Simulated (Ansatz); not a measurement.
Fermi surface of Tc (space group P6_3/mmc, No. 194) from first principles.

The calculation's input:

```yaml
crystal:
  lattice:
    - [2.74, 0.0, 0.0]
    - [-1.37, 2.37290961, 0.0]
    - [0.0, 0.0, 4.398]
  atoms:
    - { symbol: Tc, position: [0.33333333, 0.66666667, 0.25] }
    - { symbol: Tc, position: [0.66666667, 0.33333333, 0.75] }
basis:
  ecutwfc: 420
kpoints:
  mp_grid: { grid: [18, 18, 10] }
hamiltonian:
  xc: pbe
scf:
  occupations: { method: gaussian, width: 0.05 }
output:
  forces: true
  eigenvalues: true
  eigenstates:
    nscf_kmesh: { grid: [30, 30, 16] }
    top_band: c6
    de_dk: true
    localisation: false
  stress: true
checkpoint:
  write: ck
  compress: false
  write_wavefunctions: false
  write_every: 100000
```

Run with:

```sh
ansatz run input.yaml --threads 1 --pin off --max-ram 3072MiB --backend cpu --events-out ev --progress --plain --runs-dir out
```

Method: DFT PBE, scalar-relativistic, plane waves, PAW; levels and slopes on a dense k mesh at the converged density (Ansatz). No spin polarisation. Mesh 30×30×16, interpolated with the band slopes. The geometry was not relaxed.

Six bands cross the Fermi level; this is a three-dimensional metal. The density of states at the Fermi level is 1.9 states/eV per primitive cell. The intraband plasma frequencies along the cartesian axes x, y and z of the cell as given are 7.2, 7.2 and 7.5 eV.

Band 13: three hole pockets centred at L (each 0.10 % of the zone); mean Fermi speed 4.7 × 10⁵ m/s.
Band 14: three hole pockets centred at L (each 1.5 % of the zone); mean Fermi speed 7.1 × 10⁵ m/s.
Band 15: three hole pockets centred at L (each 7.0 % of the zone); mean Fermi speed 6.4 × 10⁵ m/s.
Band 16: two hole pockets on the Γ–A line (each 0.24 % of the zone) and an open electron network that joins neighbouring zones in all directions (23 % of the zone); mean Fermi speed 4.9 × 10⁵ m/s.
Band 17: one electron pocket centred at Γ (3.1 % of the zone); mean Fermi speed 4.3 × 10⁵ m/s.
Band 18: specks under 0.04 % of the zone, which the mesh doesn't resolve and which may come from the interpolation; mean Fermi speed 3.9 × 10⁵ m/s.
A pocket cut by a face of the zone is counted once with the part on the opposite face.

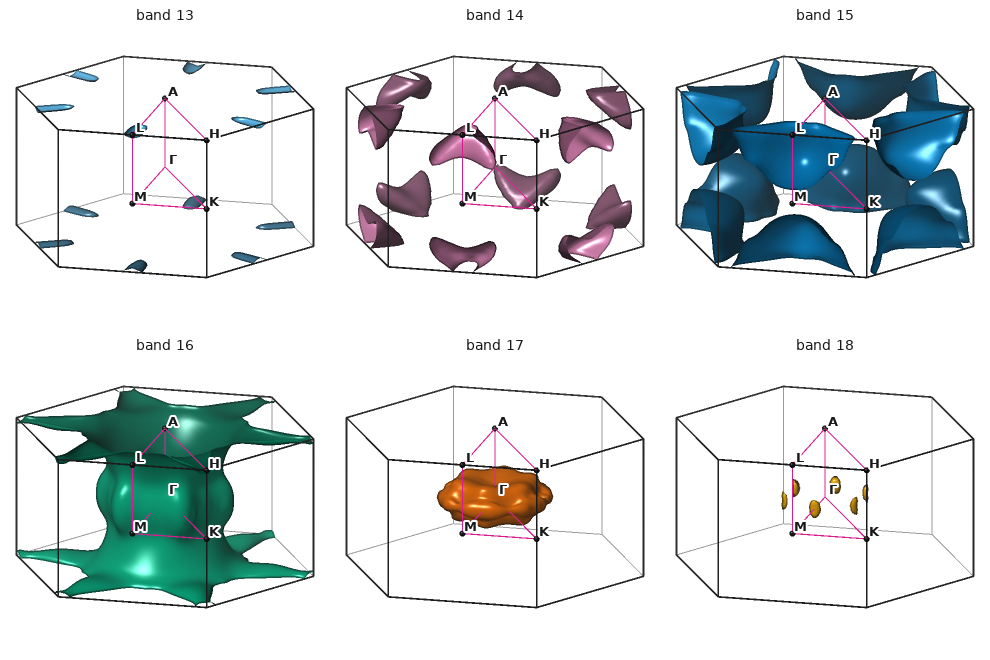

Each panel holds one band. The brighter face of a sheet looks towards empty states.

Spin-orbit coupling is left out; with Tc it can split, shift or remove sheets. A band edge lies within 0.03 eV of the Fermi level, so pockets and density of states there aren't settled. Necks and pockets thinner than about two mesh steps aren't resolved, so separate pockets may in truth be joined.

Cost: 8.7 s on 1 thread of AMD EPYC 9R45 96-Core Processor (Zen 5) (shared host), peak memory 0.52 GiB.
